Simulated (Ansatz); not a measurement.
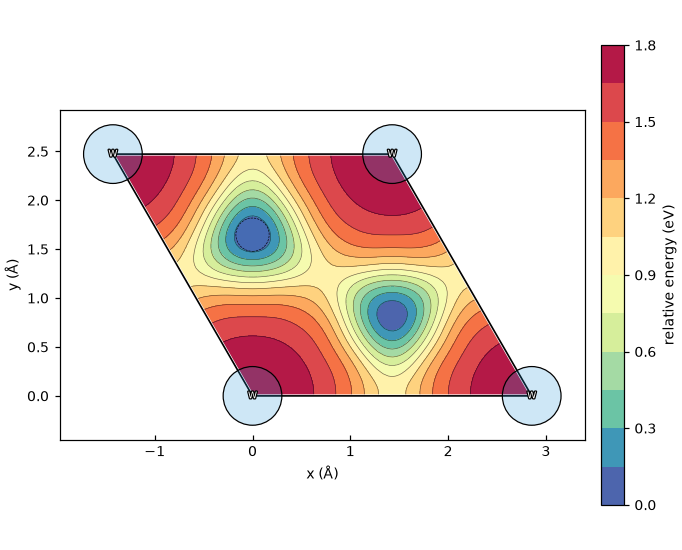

S on a W(111) slab cut from the Fm-3m phase, its upper half relaxed before the scan (3 atoms of substrate and one adsorbate in a 1 × 1 cell). S is moved over the surface cell; relaxed at each place: the height of the adsorbate's atoms; substrate rigid; the origin of the map has the adsorbate above W3. Places are given modulo a cell vector. The map is drawn in real space over the plane of the surface. The scan uses a 6 × 6 grid; 10 points were computed and 26 follow by symmetry. Energies are in eV, from the lowest grid point. With one adsorbate in each 1 × 1 cell, its nearest image is 2.9 Å away, so neighbouring adsorbates interact. Level of theory: Ansatz 0.2.0, DFT PBE, scalar-relativistic, plane waves, PAW. Settings: cutoff 420 eV, k-mesh 9×9×1, gaussian smearing 0.1 eV, no spin polarisation.

In the figure: filled contours, labelled circles for the atoms of the top layer and small ones for the second layer, the outline of one cell of the plane. Between grid points the surface is interpolated.

The lowest grid point is at a threefold hollow over a second-layer W atom, (2/6, 4/6) of the cell vectors. A higher local minimum lies near a threefold hollow over a third-layer W atom, (4/6, 2/6) of the cell vectors (0.038 eV above the lowest at that grid point). The highest grid point, the top site over a surface W atom, (0/6, 0/6) of the cell vectors, lies 1.80 eV above the lowest. On the interpolated surface the easiest way out of the lowest well to the well at a threefold hollow over a third-layer W atom, (4/6, 2/6) of the cell vectors passes a barrier of about 0.99 eV. At the lowest point the adsorbate has 3 W at 2.38 Å as nearest neighbours, at the highest 1 W at 2.30 Å. Its relaxed height above the top atom is 1.71 Å at the lowest and 2.30 Å at the highest point.

S is replaced by C; all else is set up alike.

How does the landscape change?

The minimum (interpolated where it lies between grid points) moves from a threefold hollow over a second-layer W atom, (2/6, 4/6) of the cell vectors to a threefold hollow over a third-layer W atom, (4/6, 2/6) of the cell vectors. The span from the lowest to the highest grid point grows from 1.80 to 3.03 eV. The easiest pass out of the lowest well goes from about 0.99 to about 0.92 eV on the interpolated surfaces. Higher wells of the new map: a threefold hollow over a second-layer W atom, (2/6, 4/6) of the cell vectors, 0.12 eV up (that grid point lay 0.00 eV up before). In the new map: at the lowest point the adsorbate has 3 W at 1.98 Å as nearest neighbours, at the highest 1 W at 1.91 Å. Its relaxed height above the top atom is 1.10 Å at the lowest and 1.91 Å at the highest point.

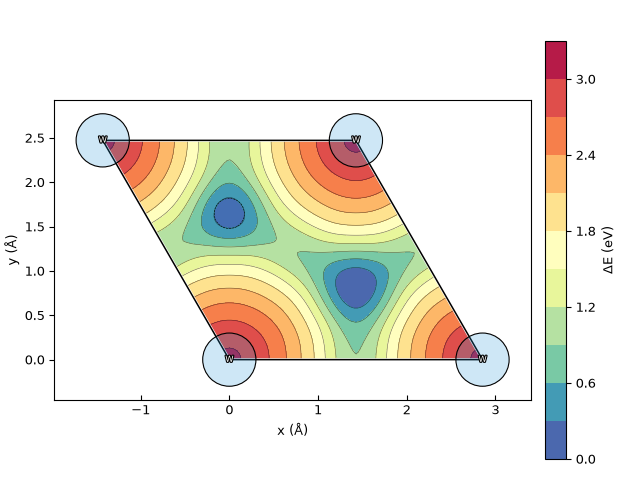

The map after the change, on a colour scale of its own. Drawn: filled contours, labelled circles for the atoms of the top layer and small ones for the second layer, the outline of one cell of the plane. Between grid points the surface is interpolated.
